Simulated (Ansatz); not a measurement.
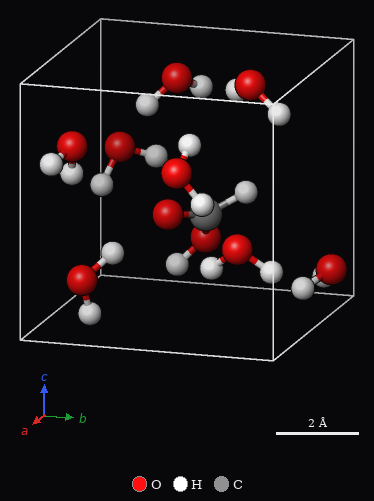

Starting frame of a dynamics run of a periodic cell with 8 H2O + 1 HCOOH at 1.158 g/cm³. It starts from the last geometry of an earlier run, with fresh velocities. The picture is a ball-and-stick view of the simulation cell, seen slightly off an axis.

Method: DFT PBE-D3(BJ), scalar-relativistic, plane waves, PAW in Ansatz 0.2.0.

Input file:
```yaml
crystal:
  lattice:
    - [6.484777, 0.0, 0.0]
    - [0.0, 6.484777, 0.0]
    - [0.0, 0.0, 6.484777]
  atoms:
    - { symbol: O, position: [0.284821, 1.00068647, 0.17305946] }
    - { symbol: H, position: [0.16490941, 0.93231831, 0.11089058] }
    - { symbol: H, position: [0.4138584, 0.92854043, 0.1260675] }
    - { symbol: O, position: [0.98791101, 0.61160639, 0.69441686] }
    - { symbol: H, position: [0.95403838, 0.70125329, 0.57074436] }
    - { symbol: H, position: [0.8690089, 0.62487755, 0.77476571] }
    - { symbol: O, position: [0.79729758, 0.79067023, 0.36337942] }
    - { symbol: H, position: [0.7490415, 0.91076374, 0.27230762] }
    - { symbol: H, position: [0.75549706, 0.67562816, 0.27052271] }
    - { symbol: O, position: [0.57427004, 0.77213234, 0.94729207] }
    - { symbol: H, position: [0.60021747, 0.89360072, 0.84898687] }
    - { symbol: H, position: [0.46478588, 0.68394254, 0.8928776] }
    - { symbol: O, position: [0.13792841, 0.11653201, 0.5423112] }
    - { symbol: H, position: [0.06902875, 0.23854068, 0.4988885] }
    - { symbol: H, position: [0.21798504, 0.07109171, 0.41151458] }
    - { symbol: O, position: [0.73262043, 0.11717679, 0.69519984] }
    - { symbol: H, position: [0.86694209, 0.07702994, 0.65537787] }
    - { symbol: H, position: [0.6544563, 0.0911593, 0.56731546] }
    - { symbol: O, position: [0.31141821, 0.39730559, 0.87793605] }
    - { symbol: H, position: [0.182602, 0.45316967, 0.81625391] }
    - { symbol: H, position: [0.35384282, 0.29372864, 0.77579101] }
    - { symbol: O, position: [0.75295725, 0.16240827, 0.18201043] }
    - { symbol: H, position: [0.65224109, 0.25163452, 0.26939069] }
    - { symbol: H, position: [0.70811402, 0.17945597, 0.04180056] }
    - { symbol: O, position: [0.19937111, 0.4761231, 0.234325] }
    - { symbol: C, position: [0.34812256, 0.52358421, 0.3651342] }
    - { symbol: O, position: [0.50026762, 0.42187071, 0.39500536] }
    - { symbol: H, position: [0.22775381, 0.37218452, 0.12737453] }
    - { symbol: H, position: [0.30895245, 0.67013643, 0.45362286] }
basis:
  ecutwfc: 420.0
kpoints:
  mp_grid: { grid: [1, 1, 1] }
hamiltonian:
  xc: pbe
  dispersion: d3bj
scf:
  occupations: { method: fermi_dirac, width: 0.05 }
  lower_state_search: "off"
md:
  timestep: 0.5
  n_steps: 400
  ensemble: npt_langevin
  temperature: 350.0
  initial_velocities: maxwell_boltzmann
  seed: 685307
  friction: 0.01
  pressure: 0.0
  fix_cell: [angles]
  masses: [{ species: H, mass: 2.014 }]
```

Command:
```bash
ansatz run input.yaml --threads 1 --pin off --max-ram 3072MiB --backend cpu --events-out ev --progress --plain --runs-dir out
```

Question: What does the trajectory do?

Answer: The mean temperature in the second half is 323 K (standard deviation 40 K). The potential energy in the second half lies on average 2.2 meV per atom below the first frame. The mean pressure there is 0.0 GPa. The volume ends +19.9 % from the start. In the second half of the run the atoms are, in the root-mean-square, this far from where they began (common drift taken out): H 0.77 Å, O 0.60 Å, C 0.43 Å. The heavy atoms stay within a fraction of a molecule's size of their starting places; so short a run doesn't tell a liquid from a solid. The conserved quantity stays between −0.2 and 0.11 meV per atom of its start. A straight-line fit has a slope that amounts to +0.066 meV per atom over 200 fs (0.1 % of the mean kinetic energy), and the ripple about it is 0.6 % of the kinetic energy's fluctuation. With a drift under 2 % and a ripple under 7 %, the integration is accurate.

Along the run (each row but the first and the last is the mean over the interval that it begins):

```json
{"time (fs)": "0.0", "potential energy (meV/atom)": "0.0", "T (K)": "338", "p (GPa)": "0.0"}
{"time (fs)": "20.0", "potential energy (meV/atom)": "7.2", "T (K)": "332", "p (GPa)": "0.6"}
{"time (fs)": "40.0", "potential energy (meV/atom)": "9.6", "T (K)": "368", "p (GPa)": "0.4"}
{"time (fs)": "60.0", "potential energy (meV/atom)": "-3.5", "T (K)": "433", "p (GPa)": "1.0"}
{"time (fs)": "80.0", "potential energy (meV/atom)": "1.8", "T (K)": "401", "p (GPa)": "-0.3"}
{"time (fs)": "100.0", "potential energy (meV/atom)": "-2.5", "T (K)": "361", "p (GPa)": "0.4"}
{"time (fs)": "120.0", "potential energy (meV/atom)": "-2.4", "T (K)": "339", "p (GPa)": "-0.2"}
{"time (fs)": "140.0", "potential energy (meV/atom)": "-2.8", "T (K)": "309", "p (GPa)": "0.0"}
{"time (fs)": "160.0", "potential energy (meV/atom)": "-0.2", "T (K)": "294", "p (GPa)": "-0.2"}
{"time (fs)": "180.0", "potential energy (meV/atom)": "-3.1", "T (K)": "309", "p (GPa)": "0.1"}
{"time (fs)": "200.0", "potential energy (meV/atom)": "-1.1", "T (K)": "323", "p (GPa)": "-0.2"}
```

The paths of the atoms:

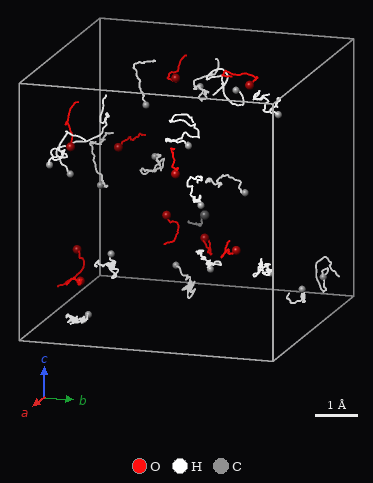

Limits of the set-up: masses were changed (H 2.014 u), which shifts the vibrations; the periodic images lie only 6.5 Å apart, so the values are limited by the cell's size.
